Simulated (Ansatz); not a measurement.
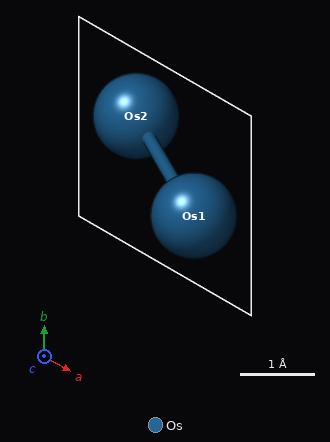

The input geometry of run 1 (ball-and-stick view of the cell of the calculation, along the c axis; atoms are numbered from 1 in the order of the input). Near neighbours in the crystal (not all of them lie inside the picture): Os has 12 Os at 2.66 to 2.72 Å.

**Os: one change and its effect**

System: Os (2 atoms in the cell).
Method of run 1: Kohn-Sham DFT of a periodic cell, BLYP, Ansatz PAW, no spin polarisation (Ansatz 0.2.0).

The structure derives from an entry of the Crystallography Open Database. Text and figures count atoms from 1; the logs count them from 0 in places.

Input, run 1:
```yaml
crystal:
  lattice:
    - [2.7157497827, 0.0, 0.0]
    - [-1.3578748913, 2.3519083021, 0.0]
    - [0.0, 0.0, 4.2907078513]
  atoms:
    - { symbol: Os, position: [0.6666666667, 0.3333333333, 0.75] }
    - { symbol: Os, position: [0.3333333333, 0.6666666667, 0.25] }
hamiltonian:
  xc: blyp
  pseudopotentials: { kind: paw }
kpoints:
  mp_grid: { grid: [11, 11, 6] }
scf:
  occupations: { method: fermi_dirac, width: 0.05 }
output:
  forces: true
  stress: true
  eigenvalues: true
```

Launched with:
```bash
ansatz run input.yaml --threads 2 --pin off --max-ram 5120MiB --backend cpu --events-out ev --progress --plain --runs-dir out
```

Hardware: 2 threads of Intel Xeon @ 2.60GHz (Ice Lake), 24 GiB of memory available, shared host.

Output, shortened to warnings, some set-up lines, iterations and results (run 1):
```
Basis set: ecut = 420 eV, 537 PW (Γ), exchange–correlation on 40×40×60 points (8 copies of the dense FFT grid, shifted against one another)
Symmetry: 24 space group operations
k-points: 64 of 726
Initial density: superposition of atomic densities (neutral atoms: chi_scale 0, normalization atom), corrected by the library's trained network
[...]
SCF iter   1: F=—  HF=-22818.583699 eV  |F-HF|=—  |Δ(HF+E_count)|=         —  Δρ=1.32e-2  dr2=2.97e-2  ethr=1.77e-3  ⟨swp⟩=5.0  Hψ=5073  notcnv=0
SCF iter   2: F=—  HF=-22818.584967 eV  |F-HF|=—  |Δ(HF+E_count)|=   1.27e-3  Δρ=7.99e-3  dr2=1.09e-2  ethr=9.30e-5  ⟨swp⟩=1.3  Hψ=1823  notcnv=0
SCF iter   3: F=—  HF=-22818.585556 eV  |F-HF|=—  |Δ(HF+E_count)|=   5.89e-4  Δρ=4.34e-4  dr2=3.25e-5  ethr=3.40e-5  ⟨swp⟩=2.0  Hψ=2040  notcnv=0
SCF iter   4: F=—  HF=-22818.585569 eV  |F-HF|=—  |Δ(HF+E_count)|=   1.30e-5  Δρ=8.00e-5  dr2=4.94e-7  ethr=1.01e-7  ⟨swp⟩=2.2  Hψ=1995  notcnv=0
SCF iter   5: F=-22818.585571 eV  HF=-22818.585571 eV  |F-HF|=1.82e-9  |Δ(HF+E_count)|=   1.34e-6  Δρ=1.39e-5  dr2=2.93e-8  ethr=1.54e-9  ⟨swp⟩=2.1  Hψ=1909  notcnv=0
SCF iter   6: F=-22818.585571 eV  HF=-22818.585571 eV  |F-HF|=1.18e-9  |Δ(HF+E_count)|=   1.07e-8  Δρ=2.72e-6  dr2=6.74e-10  ethr=9.17e-11  ⟨swp⟩=2.1  Hψ=4445  notcnv=0
SCF 1 converged in 6 iterations: F = -22818.585571 eV  dr2 = 6.74e-10
SCF converged after 6 iterations
Free energy (F): -22818.585571 eV
Harris-Foulkes:  -22818.585571 eV  (|F-HF|=1.18e-9)
Internal energy: -22818.571934 eV  (E = F + TS)
E sigma→0 (E₀):  -22818.578752 eV
Entropy (-TS):   -0.013637 eV (-6.819 meV/atom)
Fermi energy:    27.122448 eV
--- Per-component energies (eV) ---
  E_band       = -93.113173
  E_kinetic    = 1130.482068
  E_local      = -1532.518084  (includes V_loc(G=0)·N_el)
  E_nonlocal   = -4.336403
  E_hartree    = 645.606774
  E_xc         = -527.077765
  E_vxc        = -559.621419  (∫ρ·V_xc dr)
  E_paw        = -18082.602318  (= ΣΔE_a)
  E_vpaw       = -418.332618  (= ΣTr[D̂ρ^β])
  E_aug_tail   = -0.000205  (compensation charges beyond the density's cutoff)
  E_ewald      = -4448.436461
  E_core_change = 0.310460  (= ΣΔE_core)
  E_smearing   = -0.013637  (= −TS)
  E_closure    = 0.000000  (closes the sum)
  Σ components = -22818.585571   (vs F -22818.585571, Δ=0.00e0)
--- Forces (eV/Å), atoms counted from 1 ---
  atom   1  Os    -0.00000000    -0.00000000     0.00000000
  atom   2  Os     0.00000000     0.00000000     0.00000000
  max |Σ_I F_I| component: 0.00e0 eV/Å
--- Stress (GPa, compression-positive) ---
       35.317726       0.000000       0.000000
        0.000000      35.317726       0.000000
        0.000000       0.000000      36.400238
  P = ⅓ Tr σ = 35.6786 GPa (356.786 kbar)
```

The input of run 2 differs as follows (lines with − go, lines with + come):
```diff
-  xc: blyp
+  xc: pbe
```

How does run 2 compare with run 1?

The total energies belong to different methods, so their difference says nothing on which is more stable or more accurate. The pressure goes from 35.68 to 18.12 GPa. The functional changes from BLYP to PBE. The number of SCF iterations is the same.

Output, shortened to warnings, some set-up lines, iterations and results (run 2):
```
Basis set: ecut = 420 eV, 537 PW (Γ), exchange–correlation on 40×40×60 points (8 copies of the dense FFT grid, shifted against one another)
Symmetry: 24 space group operations
k-points: 64 of 726
Initial density: superposition of atomic densities (neutral atoms: chi_scale 0, normalization atom), corrected by the library's trained network
[...]
SCF iter   1: F=—  HF=-22769.018661 eV  |F-HF|=—  |Δ(HF+E_count)|=         —  Δρ=9.41e-3  dr2=8.01e-3  ethr=1.77e-3  ⟨swp⟩=5.0  Hψ=5074  notcnv=0
SCF iter   2: F=—  HF=-22769.021804 eV  |F-HF|=—  |Δ(HF+E_count)|=   3.14e-3  Δρ=5.50e-3  dr2=2.70e-3  ethr=2.50e-5  ⟨swp⟩=2.0  Hψ=2172  notcnv=0
SCF iter   3: F=—  HF=-22769.023305 eV  |F-HF|=—  |Δ(HF+E_count)|=   1.50e-3  Δρ=2.47e-4  dr2=9.34e-6  ethr=8.44e-6  ⟨swp⟩=2.0  Hψ=1801  notcnv=0
SCF iter   4: F=—  HF=-22769.023327 eV  |F-HF|=—  |Δ(HF+E_count)|=   2.26e-5  Δρ=5.21e-5  dr2=3.41e-7  ethr=2.92e-8  ⟨swp⟩=2.1  Hψ=1929  notcnv=0
SCF iter   5: F=-22769.023327 eV  HF=-22769.023327 eV  |F-HF|=3.86e-10  |Δ(HF+E_count)|=   3.82e-8  Δρ=5.41e-6  dr2=3.81e-9  ethr=1.06e-9  ⟨swp⟩=2.0  Hψ=1824  notcnv=0
SCF iter   6: F=-22769.023327 eV  HF=-22769.023327 eV  |F-HF|=1.82e-11  |Δ(HF+E_count)|=  2.04e-10  Δρ=7.84e-7  dr2=7.40e-11  ethr=1.19e-11  ⟨swp⟩=2.1  Hψ=4059  notcnv=0
SCF 1 converged in 6 iterations: F = -22769.023327 eV  dr2 = 7.40e-11
SCF converged after 6 iterations
Free energy (F): -22769.023327 eV
Harris-Foulkes:  -22769.023327 eV  (|F-HF|=1.82e-11)
Internal energy: -22769.010596 eV  (E = F + TS)
E sigma→0 (E₀):  -22769.016962 eV
Entropy (-TS):   -0.012731 eV (-6.366 meV/atom)
Fermi energy:    26.620265 eV
--- Per-component energies (eV) ---
  E_band       = -110.960075
  E_kinetic    = 1127.044459
  E_local      = -1525.786999  (includes V_loc(G=0)·N_el)
  E_nonlocal   = -3.286279
  E_hartree    = 640.312025
  E_xc         = -534.842439
  E_vxc        = -570.059795  (∫ρ·V_xc dr)
  E_paw        = -18024.014734  (= ΣΔE_a)
  E_vpaw       = -419.495144  (= ΣTr[D̂ρ^β])
  E_aug_tail   = -0.000168  (compensation charges beyond the density's cutoff)
  E_ewald      = -4448.436461
  E_smearing   = -0.012731  (= −TS)
  E_closure    = -0.000000  (closes the sum)
  Σ components = -22769.023327   (vs F -22769.023327, Δ=0.00e0)
--- Forces (eV/Å), atoms counted from 1 ---
  atom   1  Os     0.00000000    -0.00000000     0.00000000
  atom   2  Os    -0.00000000     0.00000000     0.00000000
  max |Σ_I F_I| component: 3.70e-17 eV/Å
--- Stress (GPa, compression-positive) ---
       17.762489       0.000000       0.000000
        0.000000      17.762489       0.000000
        0.000000       0.000000      18.823792
  P = ⅓ Tr σ = 18.1163 GPa (181.163 kbar)
```

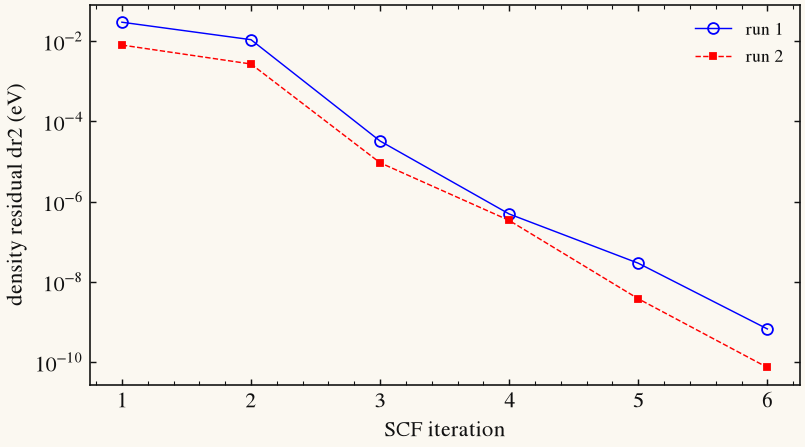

Convergence of the two runs: density residual dr2 against the SCF iteration. Run 1 takes 6 iterations in all, and run 2 takes 6.

The two runs side by side:

| quantity | run 1 | run 2 |
| --- | --- | --- |
| outcome | converged | converged |
| free energy per atom (eV) | −11409.2928 | −11384.5117 |
| energy per atom, smearing taken to zero (eV) | −11409.2894 | −11384.5085 |
| gap on the mesh (eV) | 0.00 | 0.00 |
| pressure (GPa) | 35.68 | 18.12 |
| largest force (eV/Å) | 0.000 | 0.000 |
| SCF iterations | 6 | 6 |
| irreducible k-points | 64 | 64 |
| plane waves at Γ | 537 | 537 |
| wall time (shared host) | 1.2 s | 0.98 s |

For both runs: Spin–orbit coupling is left out, which matters for Os. For run 1: Points of doubt noted for this run: forces on files of another functional. The cell is under a pressure of 36 GPa at this level, so it is not at its equilibrium volume. For run 2: The cell is under a pressure of 18.1 GPa at this level, so it is not at its equilibrium volume.
